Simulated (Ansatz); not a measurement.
Fe3Co: single-point calculation (part 1 of 2)

Fe3Co (P4/mmm, 4 atoms in the cell), computed with DFT PBEsol, scalar-relativistic, plane waves, PAW, spin-polarised (Ansatz 0.2.0).

The structure derives from a Materials Project entry. It belongs to a series of runs on one base structure; here: ferrimagnetic in the cell, signs +---. Figures and captions count atoms from 1; the log counts them from 0 in places.

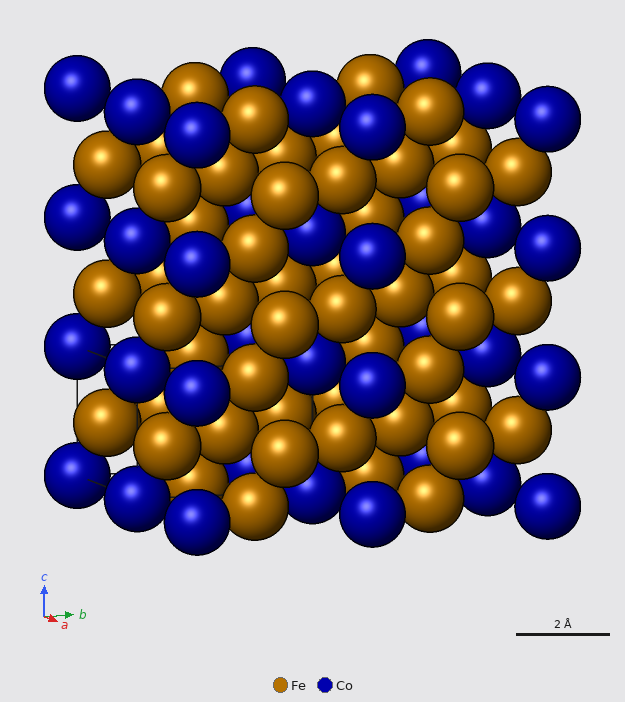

**Figure 1.** The input geometry (spheres-only view of the cell of the calculation, repeated 2 × 2 × 3, seen slightly off an axis). An atom can appear more than once, as a periodic image.

## The input
```yaml
crystal:
  lattice:
    - [4.023579445, 0.0, 0.0]
    - [0.0, 4.023579445, 0.0]
    - [0.0, 0.0, 2.82770517]
  atoms:
    - { symbol: Fe, position: [0.5, 0.5, 0.0], spin: 4.0 }
    - { symbol: Fe, position: [0.5, 0.0, 0.5], spin: -4.0 }
    - { symbol: Fe, position: [0.0, 0.5, 0.5], spin: -4.0 }
    - { symbol: Co, position: [0.0, 0.0, 0.0], spin: -3.0 }
basis:
  ecutwfc: 420
kpoints:
  mp_grid: { grid: [10, 10, 14] }
hamiltonian:
  xc: pbesol
scf:
  occupations: { method: gaussian, width: 0.1 }
  lower_state_search: "off"
output:
  forces: true
  stress: true
  eigenvalues: true
  populations: true
  write_density: true
  write_potential: true
  elf: true
  volumetric_format: npy
magnetization:
  spin_polarized: true
```

Hardware: 1 thread of Intel Xeon (Sapphire Rapids), 192 GiB of memory available, shared host.

Command:
```bash
ansatz run input.yaml --threads 1 --pin off --max-ram 2560MiB --backend cpu --events-out ev --progress --plain --runs-dir out
```

## What the program printed
```
Engine: ansatz 0.2.0, x86_64-unknown-linux-gnu
Pseudopotentials: kind: paw
Pseudopotential: Fe, paw, valence charge 16, recommended cutoff 420 eV (normal), Fe.paw.azcp
Pseudopotential: Co, paw, valence charge 17, recommended cutoff 420 eV (normal), Co.paw.azcp
Functional definition: PBEsol
  exchange = pbesol_x
  correlation = pbesol_c
Crystal: 4 atoms, lattice volume = 45.778 Å³
Basis set: ecut = 420 eV, 913 PW (Γ), exchange–correlation on 54×54×40 points (8 copies of the dense FFT grid, shifted against one another)
Bands: 48, of which v1, the nominal top of the filled ones, is band 33 counted from 1 (32 counted from 0)
Symmetry: 16 space group operations
Space group: P4/mmm (ITA 123), of the structure as read, at distance tolerance 3.6e-5 Å
Magnetic group: BNS 123.339 (UNI 999), of the structure as read, at distance tolerance 3.6e-5 Å
k-points: 168 of 1400
Non-local potential: Fe, projectors of the file, l = 0: 3, l = 1: 2, l = 2: 3, l = 3: 1
Non-local potential: Co, projectors of the file, l = 0: 3, l = 1: 2, l = 2: 3, l = 3: 1
PAW form: soft (Blöchl's): semilocal exchange-correlation on the pseudo side does not see the compensation charge
PAW frozen core: Fe, regenerated for the run's functional, and the local potential with it (the file was generated under x = pbe(κ = 0.804, μ = 0.2195149727645171), c = pbe(β = 0.06672455060314922))
PAW frozen core: Co, regenerated for the run's functional, and the local potential with it (the file was generated under x = pbe(κ = 0.804, μ = 0.2195149727645171), c = pbe(β = 0.06672455060314922))
PAW one-centre angular grid: Fe, 590 points (default); XC on 64 Gauss nodes
PAW one-centre angular grid: Co, 590 points (default); XC on 64 Gauss nodes
Initial density: superposition of atomic densities (chi_scale 0.1, normalization cell)
Starting moments: Σ|m| = 15 μB on 4 of 4 sites
Initial wavefunctions: pseudopotential atomic-orbital guess
Functional: x = pbesol(κ = 0.804, μ = 0.12345679012345678), c = pbesol(β = 0.046)
SCF iter   1: F=—  HF=-18437.577640 eV  |F-HF|=—  |Δ(HF+E_count)|=         —  Δρ=1.20e-1 (↑1.02e-1 ↓1.20e-1)  dr2=2.74e0  dr2_m=4.36e0  M=-4.667 μB ∫|m|=10.620 μB  β_m=0.30  ethr=3.10e-3  ⟨swp⟩=5.0  Hψ=52910  notcnv=0  defer=444
Mixer restart at iter 1: flushing history
preconditioner: auto → Kerker (q_TF=auto, 2.892 Å⁻¹)  [metal: Δε(μ)=0.002 eV  Ē_g=10.240 eV  σ=0.100 eV  W_gap=0.01  n_scr=18 (ndim 8)  ℏωp=31.5 eV  f_vac=0.000  D(μ)=5.30/eV (n_scr^D=68)]
spin=Collinear: Kerker preconditioning applied to the charge; magnetization (m = ρ↑ − ρ↓) channel mixes plain (no charge-response kernel on spin).
spin-set hold released at iteration 1 (the charge has settled, or the pull on large starting moments outlasts its swing): the magnetisation degrees of freedom join the quasi-Newton model from the next iteration; the mixer history was flushed
SCF iter   2: F=—  HF=-18437.710118 eV  |F-HF|=—  |Δ(HF+E_count)|=   1.32e-1  Δρ=9.13e-2 (↑7.56e-2 ↓9.13e-2)  dr2=1.15e0  dr2_m=2.54e0  M=-4.647 μB ∫|m|=10.293 μB  β_m=0.54  ethr=3.10e-3  ⟨swp⟩=2.0  Hψ=21425  notcnv=0  defer=2354
SCF iter   3: F=—  HF=-18438.457275 eV  |F-HF|=—  |Δ(HF+E_count)|=   7.47e-1  Δρ=1.39e-1 (↑1.39e-1 ↓5.70e-2)  dr2=9.20e0  dr2_m=2.19e0  M=-4.258 μB ∫|m|=9.708 μB  β_m=0.40  ethr=1.76e-3  ⟨swp⟩=2.5  Hψ=28036  notcnv=0  defer=2355  recentre
SCF iter   4: F=—  HF=-18438.350005 eV  |F-HF|=—  |Δ(HF+E_count)|=   1.07e-1  Δρ=6.34e-2 (↑6.34e-2 ↓5.08e-2)  dr2=1.89e0  dr2_m=7.74e-1  M=-4.149 μB ∫|m|=9.420 μB  β_m=0.46  ethr=1.76e-3  ⟨swp⟩=2.7  Hψ=33543  notcnv=0  defer=2314
SCF iter   5: F=—  HF=-18438.501432 eV  |F-HF|=—  |Δ(HF+E_count)|=   1.51e-1  Δρ=5.36e-2 (↑2.28e-2 ↓5.36e-2)  dr2=2.42e0  dr2_m=1.91e-1  M=-4.419 μB ∫|m|=8.561 μB  β_m=0.35  ethr=1.76e-3  ⟨swp⟩=2.4  Hψ=21988  notcnv=0  defer=2316
SCF iter   6: F=—  HF=-18438.408353 eV  |F-HF|=—  |Δ(HF+E_count)|=   9.31e-2  Δρ=1.80e-2 (↑1.80e-2 ↓7.46e-3)  dr2=9.96e-2  dr2_m=5.32e-2  M=-3.800 μB ∫|m|=8.489 μB  β_m=0.63  ethr=1.76e-3  ⟨swp⟩=2.0  Hψ=21203  notcnv=0  defer=2219
SCF iter   7: F=—  HF=-18438.400454 eV  |F-HF|=—  |Δ(HF+E_count)|=   7.90e-3  Δρ=1.28e-2 (↑1.28e-2 ↓6.30e-3)  dr2=8.73e-2  dr2_m=1.95e-2  M=-3.730 μB ∫|m|=8.211 μB  β_m=0.73  ethr=1.53e-4  ⟨swp⟩=2.2  Hψ=20154  notcnv=0  defer=2219
SCF iter   8: F=—  HF=-18438.403993 eV  |F-HF|=—  |Δ(HF+E_count)|=   3.54e-3  Δρ=9.99e-3 (↑9.99e-3 ↓2.16e-3)  dr2=5.53e-2  dr2_m=7.45e-3  M=-3.817 μB ∫|m|=8.287 μB  β_m=0.86  ethr=1.34e-4  ⟨swp⟩=2.0  Hψ=15747  notcnv=0  defer=2219
SCF iter   9: F=—  HF=-18438.401923 eV  |F-HF|=—  |Δ(HF+E_count)|=   2.07e-3  Δρ=1.28e-3 (↑1.28e-3 ↓7.74e-4)  dr2=3.37e-4  dr2_m=3.80e-4  M=-3.800 μB ∫|m|=8.304 μB  β_m=0.93  ethr=8.51e-5  ⟨swp⟩=1.2  Hψ=14174  notcnv=0  defer=2219
SCF iter  10: F=—  HF=-18438.402136 eV  |F-HF|=—  |Δ(HF+E_count)|=   2.13e-4  Δρ=1.51e-3 (↑1.51e-3 ↓1.38e-3)  dr2=2.91e-3  dr2_m=1.78e-4  M=-3.780 μB ∫|m|=8.298 μB  β_m=0.93  ethr=5.19e-7  ⟨swp⟩=2.0  Hψ=24935  notcnv=0  defer=2219
SCF iter  11: F=—  HF=-18438.402130 eV  |F-HF|=—  |Δ(HF+E_count)|=   5.87e-6  Δρ=1.99e-3 (↑1.99e-3 ↓6.94e-4)  dr2=2.51e-3  dr2_m=2.84e-4  M=-3.781 μB ∫|m|=8.294 μB  β_m=0.79  ethr=5.19e-7  ⟨swp⟩=2.0  Hψ=24644  notcnv=0  defer=2219
SCF iter  12: F=—  HF=-18438.402063 eV  |F-HF|=—  |Δ(HF+E_count)|=   6.68e-5  Δρ=6.19e-4 (↑6.19e-4 ↓6.14e-4)  dr2=3.35e-4  dr2_m=5.83e-5  M=-3.779 μB ∫|m|=8.291 μB  β_m=0.76  ethr=5.19e-7  ⟨swp⟩=2.1  Hψ=18835  notcnv=0  defer=2219
SCF iter  13: F=—  HF=-18438.402046 eV  |F-HF|=—  |Δ(HF+E_count)|=   1.73e-5  Δρ=3.70e-4 (↑3.70e-4 ↓3.22e-4)  dr2=1.16e-4  dr2_m=2.37e-5  M=-3.774 μB ∫|m|=8.290 μB  β_m=0.88  ethr=5.15e-7  ⟨swp⟩=2.3  Hψ=18877  notcnv=0  defer=2219
SCF iter  14: F=—  HF=-18438.402069 eV  |F-HF|=—  |Δ(HF+E_count)|=   2.38e-5  Δρ=4.16e-4 (↑2.85e-4 ↓4.16e-4)  dr2=1.66e-4  dr2_m=1.75e-5  M=-3.766 μB ∫|m|=8.288 μB  β_m=0.94  ethr=1.78e-7  ⟨swp⟩=1.2  Hψ=14626  notcnv=0  defer=2219
SCF iter  15: F=—  HF=-18438.402091 eV  |F-HF|=—  |Δ(HF+E_count)|=   2.12e-5  Δρ=6.57e-4 (↑6.57e-4 ↓2.15e-4)  dr2=3.03e-4  dr2_m=2.12e-5  M=-3.766 μB ∫|m|=8.288 μB  β_m=0.95  ethr=1.78e-7  ⟨swp⟩=1.4  Hψ=14615  notcnv=0  defer=2219
SCF iter  16: F=—  HF=-18438.402078 eV  |F-HF|=—  |Δ(HF+E_count)|=   1.22e-5  Δρ=1.46e-4 (↑1.46e-4 ↓6.17e-5)  dr2=1.53e-5  dr2_m=1.24e-6  M=-3.765 μB ∫|m|=8.288 μB  β_m=0.84  ethr=1.78e-7  ⟨swp⟩=1.1  Hψ=14074  notcnv=0  defer=2219
SCF iter  17: F=—  HF=-18438.402064 eV  |F-HF|=—  |Δ(HF+E_count)|=   1.44e-5  Δρ=3.97e-5 (↑3.97e-5 ↓1.43e-5)  dr2=1.11e-6  dr2_m=7.99e-8  M=-3.765 μB ∫|m|=8.288 μB  β_m=0.92  ethr=2.35e-8  ⟨swp⟩=1.0  Hψ=14103  notcnv=0  defer=2219
iter 18 met the thresholds in force, and the SCF goes on: an eigenvalue changes by 0.89 meV, over its tolerance of 0.50 meV (output.eigenvalues, Limitations)
SCF iter  18: F=-18438.402064 eV  HF=-18438.402064 eV  |F-HF|=2.20e-8  |Δ(HF+E_count)|=   4.27e-8  Δρ=4.38e-6 (↑3.06e-6 ↓4.38e-6)  dr2=2.22e-8  dr2_m=6.71e-10  M=-3.765 μB ∫|m|=8.288 μB  β_m=0.88  ethr=1.54e-10  ⟨swp⟩=11.5  Hψ=109204  notcnv=0
iter 19 met the thresholds in force, and the SCF goes on: an eigenvalue changes by 1.00 meV, over its tolerance of 0.50 meV (output.eigenvalues, Limitations)
SCF iter  19: F=-18438.402064 eV  HF=-18438.402064 eV  |F-HF|=3.34e-8  |Δ(HF+E_count)|=  1.49e-10  Δρ=5.80e-6 (↑5.80e-6 ↓4.22e-6)  dr2=3.53e-8  dr2_m=1.97e-9  M=-3.765 μB ∫|m|=8.288 μB  β_m=1.00  ethr=3.41e-11  ⟨swp⟩=5.0  Hψ=75556  notcnv=0
Mixer restart at iter 19: flushing history
SCF iter  20: F=-18438.402049 eV  HF=-18438.402065 eV  |F-HF|=1.59e-5  |Δ(HF+E_count)|=   6.93e-7  Δρ=1.22e-4 (↑1.22e-4 ↓8.60e-5)  dr2=1.69e-5  dr2_m=8.92e-7  M=-3.766 μB ∫|m|=8.288 μB  β_m=1.00  ethr=3.41e-11  ⟨swp⟩=2.8  Hψ=27815  notcnv=0  κ⁻¹=1.0e0(r=1)
SCF iter  21: F=-18438.402064 eV  HF=-18438.402064 eV  |F-HF|=2.86e-8  |Δ(HF+E_count)|=   6.93e-7  Δρ=5.26e-6 (↑5.26e-6 ↓3.96e-6)  dr2=3.07e-8  dr2_m=2.09e-9  M=-3.765 μB ∫|m|=8.288 μB  ethr=3.41e-11  ⟨swp⟩=5.1  Hψ=85509  notcnv=0
SCF 1 converged in 21 iterations: F = -18438.402064 eV  dr2 = 3.07e-8
  greatest PAW one-centre occupation: 1.001 electrons in one spin orbital (limit 2), on the Fe atom at site 2 (counted from 0), in its partial waves of l = 1
```

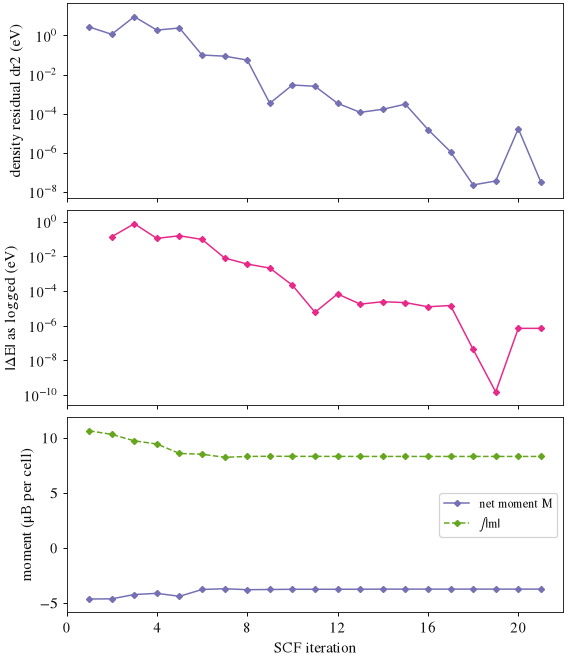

**Figure 2.** Convergence of the self-consistent field: density residual dr2, size of the energy change and magnetic moment against the SCF iteration. The residual falls unevenly and jumps up by a factor of two or more 3 times on the way down. The net moment goes from −4.7 to −3.8 μB per cell.

```
SCF converged after 21 iterations
an eigenvalue changed by more than its tolerance at an iteration that met the thresholds in force, so the SCF went on 2 times, its first undamped step at iteration 19: the last check found none over its tolerance
Magnetization: -3.7646 μB (30.6177 up, 34.3823 down)
Absolute magnetization: 8.2879 μB (∫|ρ↑−ρ↓|, with the PAW one-centre terms)
Spin contamination: 2.1128 ħ² per cell (⟨S²⟩ above its minimum at these occupations)
Per-site moments (μB) at R_I (Å): [(2.0714479655345124, 1.014303615357774), (-2.1186481656695175, 1.014303615357774), (-2.118648165669519, 1.014303615357774), (-1.7096352188689476, 1.014303615357774)]
Free energy (F): -18438.402064 eV
Harris-Foulkes:  -18438.402064 eV  (|F-HF|=2.86e-8)
Internal energy: -18438.364928 eV  (E = F + TS)
E sigma→0 (E₀):  -18438.383496 eV
Entropy (-TS):   -0.037136 eV (-9.284 meV/atom)
Fermi energy:    18.385885 eV
```
